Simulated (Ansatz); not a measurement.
**RuSi₄₇: geometry relaxation (part 2 of 3)**

The same run, continued: RuSi₄₇ (defect cell, 48 atoms in the cell); DFT PBE, scalar-relativistic, plane waves, PAW, spin-polarised (Ansatz 0.2.0); cutoff 420 eV, 2×2×2 k-mesh, Gaussian smearing of 0.02 eV, collinear spins. The structure derives from a Materials Project entry. It belongs to a series of runs on one base structure; here: Ru on a Si site (f), charge +0, atoms relaxed at the host's cell, started again with a moment of 2 μB.

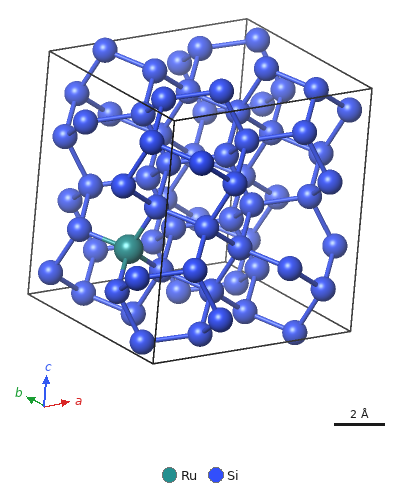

Fig. 1: The geometry at step 2 of the log (ball-and-stick view of the cell of the calculation, seen at an oblique angle).

### Output, continued
```
Per-site moments (μB) at R_I (Å): [(9.662152042879072e-6, 0.9549561436496237), (5.1919746662172205e-8, 0.9736542364789416), (5.4552193094136505e-8, 0.9739093498205847), (5.1919746603535025e-8, 0.9736542364789438), (5.455219303673894e-8, 0.9739093498205861), (2.4670422959406166e-9, 0.9739752157756731), (5.191974653938631e-8, 0.9736542364789421), (5.4552193041961254e-8, 0.9739093498205847), (2.4670423330992105e-9, 0.9739752157756734), (2.467042225620543e-9, 0.9739752157756731), (-2.018670140462147e-8, 0.976818302271141), (-6.97006871361421e-8, 0.9767831951320846), (9.80145889534146e-8, 0.9752838403778651), (6.439248446540905e-8, 0.9751440217190268), (9.801458895891484e-8, 0.9752838403778651), (9.801458891576605e-8, 0.9752838403778656), (2.63112835610329e-8, 0.9738912437532293), (1.7445268732077802e-8, 0.9741231517631626), (1.7445268745231486e-8, 0.9741231517631634), (1.744526872856319e-8, 0.9741231517631627), (6.439248447498011e-8, 0.9751440217190277), (2.63112836187272e-8, 0.973891243753229), (2.6311283601655633e-8, 0.9738912437532292), (6.439248451552255e-8, 0.9751440217190268), (-1.1374350571715444e-6, 0.9656817320469119), (-8.807344695853318e-8, 0.9747285495777571), (-2.99349041868488e-8, 0.9738912437532292), (-8.807344685129477e-8, 0.9747285495777569), (-2.9934904213455643e-8, 0.9738912437532293), (-8.90590656765168e-8, 0.9741231517631626), (-8.80734468590309e-8, 0.9747285495777577), (-2.99349041104554e-8, 0.973891243753229), (-8.905906566463376e-8, 0.9741231517631627), (-8.905906569366574e-8, 0.9741231517631634), (1.2300494494739085e-8, 0.9749761403035178), (-1.6482957942851047e-8, 0.976572081453108), (-1.954406773732996e-7, 0.9759072916074191), (-1.0568147943184582e-6, 0.9549561436496253), (-1.9544067731864527e-7, 0.975907291607419), (-1.9544067730263233e-7, 0.9759072916074198), (-6.690329484547275e-8, 0.9751205328408149), (-3.4290740886303184e-8, 0.9736542364789421), (-3.429074091225188e-8, 0.9736542364789416), (-3.4290740789162315e-8, 0.9736542364789438), (-1.0568147943667213e-6, 0.9549561436496237), (-6.690329475717322e-8, 0.9751205328408152), (-6.69032948303437e-8, 0.975120532840816), (-1.0568147944217528e-6, 0.9549561436496242)]
Free energy (F): -35760.148736 eV
Harris-Foulkes:  -35760.148736 eV  (|F-HF|=4.26e-9)
Internal energy: -35760.148736 eV  (E = F + TS)
E sigma→0 (E₀):  -35760.148736 eV
Fermi energy:    6.324072 eV
--- Per-component energies (eV) ---
  E_band       = -92.699508
  E_kinetic    = 2400.085212
  E_local      = -4696.070418  (includes V_loc(G=0)·N_el)
  E_nonlocal   = 1561.385763
  E_hartree    = 1704.079427
  E_xc         = -2777.566671
  E_vxc        = -2426.997396  (∫ρ·V_xc dr)
  E_paw        = -27561.434152  (= ΣΔE_a)
  E_vpaw       = -339.257033  (= ΣTr[D̂ρ^β])
  E_aug_tail   = 0.000117  (compensation charges beyond the density's cutoff)
  E_ewald      = -6390.628014
  E_smearing   = -0.000000  (= −TS)
  E_closure    = 0.000000  (closes the sum)
  Σ components = -35760.148736   (vs F -35760.148736, Δ=0.00e0)
--- Forces (eV/Å), atoms counted from 1 ---
  atom   1  Ru    -0.00000000    -0.00000000     0.01098605
  atom   2  Si    -0.00375437     0.00101416     0.00095811
  atom   3  Si     0.00064942    -0.00255163    -0.00175517
  atom   4  Si     0.00275548     0.00274430     0.00095811
  atom   5  Si    -0.00253449     0.00071340    -0.00175517
  atom   6  Si    -0.00202650     0.00215298    -0.00213828
  atom   7  Si     0.00099890    -0.00375846     0.00095811
  atom   8  Si     0.00188507     0.00183823    -0.00175517
  atom   9  Si    -0.00085129    -0.00283149    -0.00213828
  atom  10  Si     0.00287779     0.00067851    -0.00213828
  atom  11  Si    -0.00000000    -0.00000000    -0.00905332
  atom  12  Si     0.00000000     0.00000000    -0.00145055
  atom  13  Si    -0.00159882    -0.00016047     0.00193323
  atom  14  Si    -0.00080696     0.00002217     0.00362781
  atom  15  Si     0.00093838    -0.00130439     0.00193323
  atom  16  Si     0.00066044     0.00146485     0.00193323
  atom  17  Si    -0.00263669    -0.00110094    -0.00004025
  atom  18  Si    -0.00273569     0.00052363     0.00201364
  atom  19  Si     0.00182133     0.00210736     0.00201364
  atom  20  Si     0.00091437    -0.00263100     0.00201364
  atom  21  Si     0.00038428    -0.00070993     0.00362781
  atom  22  Si     0.00036490     0.00283391    -0.00004025
  atom  23  Si     0.00227179    -0.00173297    -0.00004025
  atom  24  Si     0.00042268     0.00068776     0.00362781
  atom  25  Si     0.00000000     0.00000000    -0.01570116
  atom  26  Si     0.00403052     0.00200144     0.00089849
  atom  27  Si     0.00472159    -0.00167867    -0.00255696
  atom  28  Si    -0.00028197    -0.00449125     0.00089849
  atom  29  Si    -0.00381457    -0.00324968    -0.00255696
  atom  30  Si    -0.00685315    -0.00149155    -0.00018704
  atom  31  Si    -0.00374856     0.00248982     0.00089849
  atom  32  Si    -0.00090702     0.00492835    -0.00255696
  atom  33  Si     0.00471829    -0.00518923    -0.00018704
  atom  34  Si     0.00213486     0.00668077    -0.00018704
  atom  35  Si     0.00000000    -0.00000000     0.00558579
  atom  36  Si    -0.00000000    -0.00000000     0.00304633
  atom  37  Si    -0.00195243     0.00156124    -0.00330560
  atom  38  Si     0.00066718     0.01136291    -0.00246912
  atom  39  Si    -0.00037586    -0.00247147    -0.00330560
  atom  40  Si     0.00232828     0.00091023    -0.00330560
  atom  41  Si    -0.00038354    -0.00165292     0.00544121
  atom  42  Si    -0.00200203    -0.00041224    -0.00022435
  atom  43  Si     0.00064401     0.00193993    -0.00022435
  atom  44  Si     0.00135802    -0.00152769    -0.00022435
  atom  45  Si    -0.01017416    -0.00510366    -0.00246912
  atom  46  Si    -0.00123971     0.00115861     0.00544121
  atom  47  Si     0.00162324     0.00049431     0.00544121
  atom  48  Si     0.00950698    -0.00625925    -0.00246912
  max |Σ_I F_I| component: 3.27e-7 eV/Å
--- Band table (eV) ---
  k-point 0 ↑: bands = ["-65.4857", "-35.5825", "-35.5652", "-35.5652", "-5.4269", "-4.7170", "-4.6950", "-4.6088", "-4.2018", "-4.1813", "-4.1132", "-3.9272", "-3.7106", "-3.6901", "-3.5823", "-3.3291", "-3.3279", "-3.1436", "-2.5727", "-2.5482", "-2.5413", "-2.5225", "-2.4087", "-2.2970", "-2.2589", "-2.1779", "-2.1752", "-1.6834", "-1.1852", "-1.1805", "-1.0762", "-0.8592", "-0.7145", "-0.5133", "-0.4953", "-0.3246", "-0.1924", "-0.1050", "0.0223", "0.0253", "0.2583", "0.5212", "0.8511", "0.8754", "1.2358", "1.3912", "1.5523", "1.5535", "1.8572", "2.0049", "2.0191", "2.0711", "2.2220", "2.2837", "2.5529", "2.5838", "2.6614", "2.7235", "2.7267", "2.9375", "3.0266", "3.0347", "3.0861", "3.0996", "3.1479", "3.1854", "3.2597", "3.3184", "3.4590", "3.5038", "3.5352", "3.5768", "3.6866", "3.7140", "3.7220", "3.8715", "3.9260", "3.9601", "4.0047", "4.0859", "4.1138", "4.1600", "4.2129", "4.2357", "4.2937", "4.3769", "4.4459", "4.4471", "4.6479", "4.6534", "4.6670", "4.7287", "4.7865", "4.8576", "4.8912", "4.9266", "4.9781", "4.9921", "5.4614", "5.5465", "5.8022", "5.8355", "6.8126", "7.0380", "7.0563", "7.1988", "7.3361", "7.3367", "7.5478", "7.7207", "7.7282", "7.7446", "7.9394", "8.2980", "8.2989", "8.5989", "8.6476", "8.6583", "8.7327", "8.7626", "8.7853", "8.7953", "8.8673", "8.9447", "8.9639", "8.9723", "9.0567", "9.0666", "9.0913", "9.1326", "9.4329", "9.4696", "9.4947", "9.4991", "9.6364", "9.7129", "9.7157", "9.7175", "9.7739", "9.7878", "9.8829", "9.8838", "9.8841", "9.9885", "9.9974", "10.0685", "10.1502", "10.1743", "10.2749", "10.3220", "10.3250"]
  k-point 1 ↑: bands = ["-65.4857", "-35.5825", "-35.5652", "-35.5652", "-5.3674", "-4.8549", "-4.7603", "-4.6782", "-4.3375", "-4.0717", "-3.9849", "-3.5744", "-3.5415", "-3.4721", "-3.4266", "-3.3243", "-3.2957", "-3.2525", "-3.1568", "-3.0940", "-2.8937", "-2.6592", "-2.3752", "-2.1744", "-2.0922", "-1.9772", "-1.9294", "-1.6067", "-1.0952", "-1.0305", "-0.9405", "-0.8979", "-0.8431", "-0.6270", "-0.4809", "-0.3566", "-0.1775", "-0.0148", "0.2557", "0.3152", "0.3506", "0.3826", "0.5470", "0.6033", "1.1146", "1.3964", "1.5031", "1.7286", "1.7855", "1.8723", "2.0746", "2.1139", "2.1617", "2.3829", "2.4600", "2.5275", "2.6210", "2.6323", "2.7356", "2.7731", "2.8401", "2.9888", "3.0619", "3.1572", "3.2049", "3.2280", "3.2356", "3.3328", "3.4077", "3.4898", "3.5713", "3.6667", "3.7063", "3.7725", "3.8039", "3.9186", "3.9611", "4.0113", "4.0872", "4.1266", "4.1713", "4.2110", "4.2672", "4.3231", "4.3423", "4.3776", "4.4160", "4.4295", "4.5285", "4.5550", "4.6825", "4.7916", "4.8259", "4.8723", "4.9508", "5.0077", "5.1297", "5.2112", "5.4380", "5.4535", "5.5959", "5.7708", "6.8804", "7.0142", "7.0645", "7.3824", "7.5551", "7.6438", "7.7006", "7.7635", "7.8022", "7.9116", "8.1417", "8.2651", "8.3359", "8.4174", "8.4421", "8.5139", "8.5378", "8.5757", "8.6404", "8.6794", "8.7343", "8.7679", "8.8157", "8.8577", "8.8818", "8.9274", "8.9680", "9.0172", "9.0989", "9.1413", "9.2024", "9.2788", "9.3657", "9.4186", "9.4495", "9.5163", "9.6269", "9.6460", "9.6992", "9.7787", "9.8675", "9.9088", "10.0377", "10.1687", "10.2484", "10.2915", "10.3807", "10.4461", "10.4899"]
  k-point 0 ↓: bands = ["-65.4856", "-35.5825", "-35.5652", "-35.5652", "-5.4269", "-4.7170", "-4.6950", "-4.6088", "-4.2018", "-4.1813", "-4.1132", "-3.9272", "-3.7106", "-3.6901", "-3.5823", "-3.3291", "-3.3279", "-3.1436", "-2.5727", "-2.5482", "-2.5413", "-2.5225", "-2.4087", "-2.2970", "-2.2589", "-2.1779", "-2.1752", "-1.6834", "-1.1852", "-1.1805", "-1.0762", "-0.8592", "-0.7145", "-0.5133", "-0.4953", "-0.3246", "-0.1924", "-0.1050", "0.0223", "0.0253", "0.2583", "0.5212", "0.8511", "0.8754", "1.2358", "1.3912", "1.5523", "1.5535", "1.8572", "2.0049", "2.0191", "2.0711", "2.2220", "2.2837", "2.5529", "2.5838", "2.6614", "2.7235", "2.7267", "2.9375", "3.0266", "3.0347", "3.0861", "3.0996", "3.1479", "3.1854", "3.2597", "3.3184", "3.4590", "3.5038", "3.5352", "3.5768", "3.6866", "3.7140", "3.7220", "3.8715", "3.9260", "3.9601", "4.0047", "4.0859", "4.1138", "4.1600", "4.2129", "4.2357", "4.2937", "4.3769", "4.4459", "4.4471", "4.6479", "4.6534", "4.6670", "4.7287", "4.7865", "4.8576", "4.8912", "4.9266", "4.9781", "4.9921", "5.4614", "5.5465", "5.8022", "5.8355", "6.8126", "7.0380", "7.0563", "7.1988", "7.3361", "7.3367", "7.5478", "7.7207", "7.7282", "7.7446", "7.9394", "8.2980", "8.2989", "8.5989", "8.6476", "8.6583", "8.7327", "8.7626", "8.7853", "8.7953", "8.8673", "8.9447", "8.9639", "8.9723", "9.0567", "9.0666", "9.0913", "9.1326", "9.4329", "9.4696", "9.4947", "9.4991", "9.6364", "9.7129", "9.7157", "9.7175", "9.7739", "9.7878", "9.8829", "9.8838", "9.8841", "9.9885", "9.9974", "10.0685", "10.1502", "10.1743", "10.2749", "10.3220", "10.3250"]
  k-point 1 ↓: bands = ["-65.4856", "-35.5825", "-35.5652", "-35.5652", "-5.3674", "-4.8549", "-4.7603", "-4.6782", "-4.3375", "-4.0717", "-3.9849", "-3.5744", "-3.5415", "-3.4721", "-3.4266", "-3.3243", "-3.2957", "-3.2525", "-3.1568", "-3.0940", "-2.8937", "-2.6592", "-2.3752", "-2.1744", "-2.0922", "-1.9772", "-1.9294", "-1.6067", "-1.0952", "-1.0305", "-0.9405", "-0.8979", "-0.8431", "-0.6270", "-0.4809", "-0.3566", "-0.1775", "-0.0148", "0.2557", "0.3152", "0.3506", "0.3826", "0.5470", "0.6033", "1.1146", "1.3964", "1.5031", "1.7286", "1.7855", "1.8723", "2.0746", "2.1139", "2.1617", "2.3829", "2.4600", "2.5275", "2.6210", "2.6323", "2.7356", "2.7731", "2.8401", "2.9888", "3.0619", "3.1572", "3.2049", "3.2280", "3.2356", "3.3328", "3.4077", "3.4898", "3.5713", "3.6667", "3.7063", "3.7725", "3.8039", "3.9186", "3.9611", "4.0114", "4.0872", "4.1266", "4.1713", "4.2110", "4.2672", "4.3231", "4.3423", "4.3776", "4.4160", "4.4295", "4.5285", "4.5550", "4.6825", "4.7916", "4.8259", "4.8723", "4.9508", "5.0077", "5.1297", "5.2112", "5.4380", "5.4535", "5.5959", "5.7708", "6.8804", "7.0143", "7.0645", "7.3824", "7.5551", "7.6438", "7.7006", "7.7635", "7.8022", "7.9116", "8.1417", "8.2651", "8.3359", "8.4174", "8.4421", "8.5139", "8.5378", "8.5757", "8.6404", "8.6794", "8.7343", "8.7679", "8.8157", "8.8577", "8.8818", "8.9274", "8.9680", "9.0172", "9.0989", "9.1413", "9.2024", "9.2788", "9.3657", "9.4186", "9.4495", "9.5163", "9.6269", "9.6460", "9.6992", "9.7787", "9.8675", "9.9088", "10.0377", "10.1687", "10.2484", "10.2915", "10.3807", "10.4461", "10.4899"]
```
